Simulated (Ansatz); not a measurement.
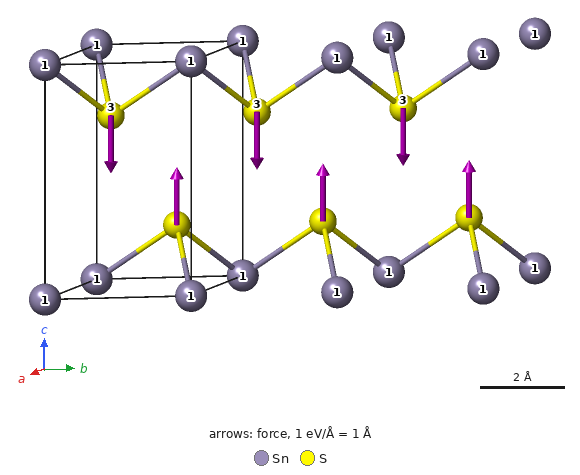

Starting geometry of solid SnS2 (a generated structure, set up in P-3m1) with the computed forces as purple arrows. The picture is a ball-and-stick view of the cell of the calculation, repeated 1 × 3 × 1 with one cell outlined, seen slightly off an axis.

These are results of Ansatz, DFT, PBE, PAW with Ansatz's default frozen-core files, scalar-relativistic; changed: scf.mixing.preconditioner = "none", relax.f_tol = 0.02, relax.max_displacement = 0.3, not measurements.

Input
```yaml
crystal:
  lattice:
    - [3.5343944674, 0.0, 0.0]
    - [-1.7671972337, 3.0608753958, 0.0]
    - [0.0, 0.0, 5.6550311479]
  atoms:
    - { symbol: Sn, position: [0.0, 0.0, 0.0] }
    - { symbol: S, position: [0.3333333333, 0.6666666667, 0.25] }
    - { symbol: S, position: [0.6666666667, 0.3333333333, 0.75] }
kpoints:
  mp_grid: { grid: [12, 12, 7] }
scf:
  occupations: { method: fermi_dirac, width: 0.05 }
  mixing: { preconditioner: none }
hamiltonian:
  xc: pbe
  pseudopotentials: { kind: paw }
output:
  forces: true
  stress: true
relax:
  f_tol: 0.02
  max_steps: 80
  cell: {}
  max_displacement: 0.3
```

Run as
```bash
ansatz run input.yaml --threads 1 --pin off --max-ram 3072MiB --backend cpu --events-out ev --progress --plain --runs-dir out
```

> Is this structure relaxed? If not, where do the atoms go?

It isn't relaxed: the largest force vector, on S atoms, is 1.40 eV/Å. Measured relative to the changing cell, the final displacements run against the starting forces (cosine between the two patterns −1.00). The largest moves relative to the cell, 0.25 Å, are those of S2 and S3. S2 goes along −c. Sn stays in place. The drawn cell changes as follows: a = b 3.534 → 3.702 Å (+4.7 %), c 5.655 → 6.929 Å (+22.5 %); the volume changes by +34.4 %. Near-neighbour distances that change, for instance: Sn1–S2 2.482 → 2.599 Å. The space group stays P-3m1 (No. 164). The energy falls by 145 meV per atom in 11 accepted moves (14 points after the start). Largest force component: 1.4 eV/Å at the start, 0.0048 eV/Å at the end. Pressure: 15.02 GPa at the start and 0.00 GPa at the end. The line search rejected the trial step at point 2 of the run. At 2 points the geometry stayed and the basis and grid were re-selected for the new cell (energy shift of 3.3 meV per atom at most each time). The run took 99 s on 1 thread of Arm Neoverse V1 (shared host), peak memory 0.42 GiB.
